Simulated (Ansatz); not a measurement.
# How much does C in Ta(100), 2x2 scatter?, part 3 of 3

Aim: the resistance that C in Ta(100), 2x2 adds to the host.

Ansatz 0.2.0; Ansatz plane-wave DFT, PBE, PAW files; ballistic transport by layer matching (Landauer), zero bias; PAW set soft_1 (the session's first sound run).

So far, resistivity per at.% scaled from this dense plane, with the factor 3/4 for isotropic scattering (µΩ cm): step 3 (resistance at ideal sites) 2.53.

### Step 5. Transmission after relaxation, relaxed yes

The transmission is solved again on the relaxed atoms.

This step: Ansatz plane-wave DFT, PBE, PAW files; ballistic transport by layer matching (Landauer), zero bias; PAW set soft_1 (Ansatz 0.2.0).

Input file input.yaml:

```yaml
crystal:
  lattice:
    - [6.60512, 0.0, 0.0]
    - [0.0, 6.60512, 0.0]
    - [0.0, 0.0, 29.72304]
  atoms:
    - { symbol: Ta, position: [0.0, 0.0, 0.0277777778] }
    - { symbol: Ta, position: [0.0, 0.5, 0.0277777778] }
    - { symbol: Ta, position: [0.5, 0.0, 0.0277777778] }
    - { symbol: Ta, position: [0.5, 0.5, 0.0277777778] }
    - { symbol: Ta, position: [0.25, 0.25, 0.0833333333] }
    - { symbol: Ta, position: [0.25, 0.75, 0.0833333333] }
    - { symbol: Ta, position: [0.75, 0.25, 0.0833333333] }
    - { symbol: Ta, position: [0.75, 0.75, 0.0833333333] }
    - { symbol: Ta, position: [0.0, 0.0, 0.1388888889] }
    - { symbol: Ta, position: [0.0, 0.5, 0.1388888889] }
    - { symbol: Ta, position: [0.5, 0.0, 0.1388888889] }
    - { symbol: Ta, position: [0.5, 0.5, 0.1388888889] }
    - { symbol: Ta, position: [0.25, 0.25, 0.1944444444] }
    - { symbol: Ta, position: [0.25, 0.75, 0.1944444444] }
    - { symbol: Ta, position: [0.75, 0.25, 0.1944444444] }
    - { symbol: Ta, position: [0.75, 0.75, 0.1944444444] }
    - { symbol: Ta, position: [0.0, 0.0, 0.25] }
    - { symbol: Ta, position: [0.0, 0.5, 0.25] }
    - { symbol: Ta, position: [0.5, 0.0, 0.25] }
    - { symbol: Ta, position: [0.5, 0.5, 0.25] }
    - { symbol: Ta, position: [0.2501680014, 0.2501680014, 0.304510709] }
    - { symbol: Ta, position: [0.2501680014, 0.7498319986, 0.304510709] }
    - { symbol: Ta, position: [0.7498319986, 0.2501680014, 0.304510709] }
    - { symbol: Ta, position: [0.7498319986, 0.7498319986, 0.304510709] }
    - { symbol: Ta, position: [0.0, 0.0, 0.3594942631] }
    - { symbol: Ta, position: [0.0, 0.5, 0.3593633378] }
    - { symbol: Ta, position: [0.5, 0.0, 0.3593633378] }
    - { symbol: Ta, position: [0.5, 0.5, 0.3588659748] }
    - { symbol: Ta, position: [0.2433437102, 0.2433437102, 0.4142749705] }
    - { symbol: Ta, position: [0.2433437102, 0.7566562898, 0.4142749705] }
    - { symbol: Ta, position: [0.7566562898, 0.2433437102, 0.4142749705] }
    - { symbol: Ta, position: [0.7566562898, 0.7566562898, 0.4142749705] }
    - { symbol: Ta, position: [0.0, 0.0, 0.4722602236] }
    - { symbol: Ta, position: [0.0, 0.5, 0.4706263075] }
    - { symbol: Ta, position: [0.5, 0.0, 0.4706263075] }
    - { symbol: Ta, position: [0.5, 0.5, 0.4590212206] }
    - { symbol: Ta, position: [0.2591284297, 0.2591284297, 0.5273774496] }
    - { symbol: Ta, position: [0.2591284297, 0.7408715703, 0.5273774496] }
    - { symbol: Ta, position: [0.7408715703, 0.2591284297, 0.5273774496] }
    - { symbol: Ta, position: [0.7408715703, 0.7408715703, 0.5273774496] }
    - { symbol: Ta, position: [0.0, 0.0, 0.5824410325] }
    - { symbol: Ta, position: [0.0, 0.5, 0.5840881789] }
    - { symbol: Ta, position: [0.5, 0.0, 0.5840881789] }
    - { symbol: Ta, position: [0.5, 0.5, 0.5957278676] }
    - { symbol: Ta, position: [0.2433192193, 0.2433192193, 0.6404632482] }
    - { symbol: Ta, position: [0.2433192193, 0.7566807807, 0.6404632482] }
    - { symbol: Ta, position: [0.7566807807, 0.2433192193, 0.6404632482] }
    - { symbol: Ta, position: [0.7566807807, 0.7566807807, 0.6404632482] }
    - { symbol: Ta, position: [0.0, 0.0, 0.6952655803] }
    - { symbol: Ta, position: [0.0, 0.5, 0.6954136379] }
    - { symbol: Ta, position: [0.5, 0.0, 0.6954136379] }
    - { symbol: Ta, position: [0.5, 0.5, 0.6959105448] }
    - { symbol: C, position: [0.5, 0.5, 0.5273781561] }
    - { symbol: Ta, position: [0.25, 0.25, 0.75] }
    - { symbol: Ta, position: [0.25, 0.75, 0.75] }
    - { symbol: Ta, position: [0.75, 0.25, 0.75] }
    - { symbol: Ta, position: [0.75, 0.75, 0.75] }
    - { symbol: Ta, position: [0.0, 0.0, 0.8055555556] }
    - { symbol: Ta, position: [0.0, 0.5, 0.8055555556] }
    - { symbol: Ta, position: [0.5, 0.0, 0.8055555556] }
    - { symbol: Ta, position: [0.5, 0.5, 0.8055555556] }
    - { symbol: Ta, position: [0.25, 0.25, 0.8611111111] }
    - { symbol: Ta, position: [0.25, 0.75, 0.8611111111] }
    - { symbol: Ta, position: [0.75, 0.25, 0.8611111111] }
    - { symbol: Ta, position: [0.75, 0.75, 0.8611111111] }
    - { symbol: Ta, position: [0.0, 0.0, 0.9166666667] }
    - { symbol: Ta, position: [0.0, 0.5, 0.9166666667] }
    - { symbol: Ta, position: [0.5, 0.0, 0.9166666667] }
    - { symbol: Ta, position: [0.5, 0.5, 0.9166666667] }
    - { symbol: Ta, position: [0.25, 0.25, 0.9722222222] }
    - { symbol: Ta, position: [0.25, 0.75, 0.9722222222] }
    - { symbol: Ta, position: [0.75, 0.25, 0.9722222222] }
    - { symbol: Ta, position: [0.75, 0.75, 0.9722222222] }
kpoints:
  mp_grid: { grid: [4, 4, 1] }
hamiltonian:
  xc: pbe
  pseudopotentials: { kind: paw, azcp: { folder: soft_1 } }
scf:
  occupations: { method: fermi_dirac, width: 0.1 }
output:
  transmission: { leads: [[0, 4]], kmesh: [8, 8], e_range: [-0.05, 0.05], de: 0.05 }
  write_potential: true
  write_density: true
  volumetric_format: npy
```

Launch:

```
$ ansatz run input.yaml --threads 4 --pin off --max-ram 15360MiB --backend cpu --events-out ev --progress --plain --runs-dir out
```

Numbers of over 12 decimals in the logs are rounded to 6 here.

Output:

```text
[...]
Crystal: 73 atoms, lattice volume = 1296.745 Å³
Basis set: ecut = 420 eV, 25307 PW (Γ)
Bands: 564, of which v1, the nominal top of the filled ones, is band 470 counted from 1 (469 counted from 0)
Symmetry: 8 space group operations
[...]
k-points: 6 of 16
[...]
SCF iter   1: F=—  HF=-715485.601906 eV  |F-HF|=—  |Δ(HF+E_count)|=         —  Δρ=7.08e-2  dr2=6.20e3  ethr=3.10e-3  ⟨swp⟩=6.3  Hψ=13754  notcnv=0  defer=4
[...]
SCF iter  11: F=-715445.552271 eV  HF=-715445.552271 eV  |F-HF|=3.38e-9  |Δ(HF+E_count)|=   4.24e-8  Δρ=3.35e-7  dr2=3.80e-9  ethr=1.06e-11  ⟨swp⟩=14.5  Hψ=12043  notcnv=0
SCF 1 converged in 11 iterations: F = -715445.552271 eV  dr2 = 3.80e-9
[...]
transmission: 86 of 825 steps passed
transmission: 168 of 825 steps passed
[...]
transmission: 825 of 825 steps passed
SCF converged after 11 iterations
Free energy (F): -715445.552271 eV
[...]
Internal energy: -715442.531251 eV  (E = F + TS)
E sigma→0 (E₀):  -715444.041761 eV
Entropy (-TS):   -3.021019 eV (-41.384 meV/atom)
Fermi energy:    18.598342 eV
[...]
--- Band table (eV; the first three rows and the last of 6) ---
  k-point 0: bands = [... 466 lower, 19.2505, 19.2505, 19.2609, 19.2609, 19.2797, 19.2797, 19.2828, 19.2969, ... 90 higher]
  k-point 1: bands = [... 466 lower, 18.8956, 18.8982, 18.9058, 18.9129, 18.9286, 19.0182, 19.0495, 19.0651, ... 90 higher]
  k-point 2: bands = [... 466 lower, 18.4194, 18.5092, 18.5244, 18.5437, 18.5494, 18.5957, 18.6173, 18.6253, ... 90 higher]
  k-point 5: bands = [... 466 lower, 17.9301, 17.9576, 17.9589, 17.9767, 17.9767, 17.9941, 17.9981, 18.0272, ... 90 higher]
--- Transmission ---
  basis      : 377 plane waves across, 55 finite elements along
  points     : 15, standing for a mesh of 8 x 8
[...]
channels       : 1.048438e1 a spin
[...]
junction   : crystal 0 to crystal 0, 0.70 to 28.77 Å
    transmission   : 6.591601e0 a spin
[...]
```

Elapsed: 21 min, on 4 threads of Arm Neoverse N1, shared host; peak memory 9.2 GiB.

This step gave:

| Item | Value |
| --- | --- |
| free energy | -715445.5523 eV |
| energy at zero smearing | -715444.0418 eV |
| transmission per spin nearest the Fermi level | 6.592 |

Per spin. The transmission, zone mean by energy, zero at the Fermi level:

| energy (eV) | transmission, zone mean |
| --- | --- |
| -0.0500 | 6.54 |
| 0.0000 | 6.59 |
| 0.0500 | 6.28 |

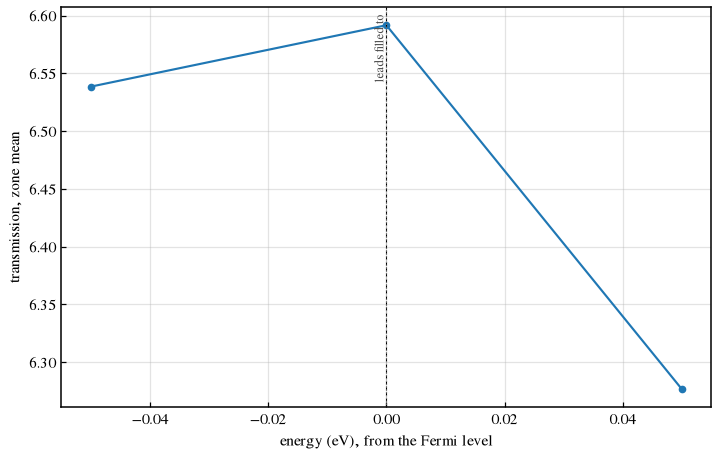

Transmission, zone mean against energy.

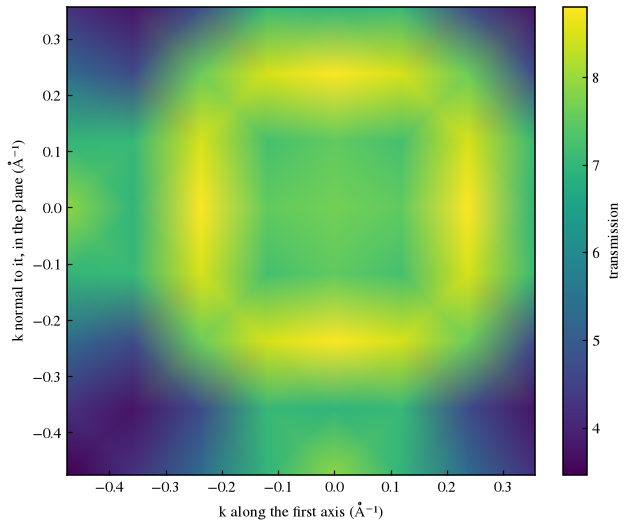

Transmission over k1 and k2. At 0.0000 eV from the Fermi level.

Over the solved energies the transmission per spin lies between 6.28 and 6.59, out of 10.2 channels of the lead on average (up to 10.5).

### Step 6. Resistance after relaxation

This step: Ansatz plane-wave DFT, PBE, PAW files; ballistic transport by layer matching (Landauer), zero bias; area resistance of the defect plane and resistivity an atomic per cent; PAW set soft_1 (Ansatz 0.2.0).

This step gave:

| Item | Value |
| --- | --- |
| area resistance | 0.3191 fΩ m² |
| T over the leads' mean channel count | 0.6334 |
| resistivity per at.% scaled from this dense plane, with the factor 3/4 for isotropic scattering | 5.798 µΩ cm |

Averaged over the energies near the Fermi level, 63.3 % of the channels pass, which makes 0.319 fΩ m², against 0.139 on ideal sites.

### Step 7. Outcome

```
share of channels that pass, rigid                                : 0.798
area resistance, rigid                                            : 0.139 fΩ m²
resistivity per at.% from the area resistance, times 3/4, rigid   : 2.53 µΩ cm
share of channels that pass, relaxed                              : 0.633
area resistance, relaxed                                          : 0.319 fΩ m²
resistivity per at.% from the area resistance, times 3/4, relaxed : 5.80 µΩ cm
```

The plane of defects adds 0.32 fΩ m². Scaled to one atomic per cent that is 7.7 µΩ cm as it stands and 5.8 with the factor 3/4 for isotropic scattering on a spherical Fermi surface; with the reflection in place of the resistance taken as linear in the density it would be 3.7. These are rough estimates of the dilute value, not bounds. One C in each 2x2 cell reflects 37 % of the lead's channels. The relaxed cell differs by 129 % in resistance; between the two runs the lead's own channel count goes from 10.3 to 10.2, so sampling may have a part in it. The defects form a dense periodic sheet that scatters coherently, unlike a dilute random alloy. T and N are means over the solved energies nearest the Fermi level. Spin-orbit coupling is left out, which matters for Ta.

[Logs are printed without paths, hosts, clocks, repeated set-up lines and the standing remarks that a program may print on its own settings, such as how far it seeks lower states.]

[Hosts, paths, dates, database ids (printed as entryN), source tags and the programs' standing remarks are cut or masked in the printed files.]
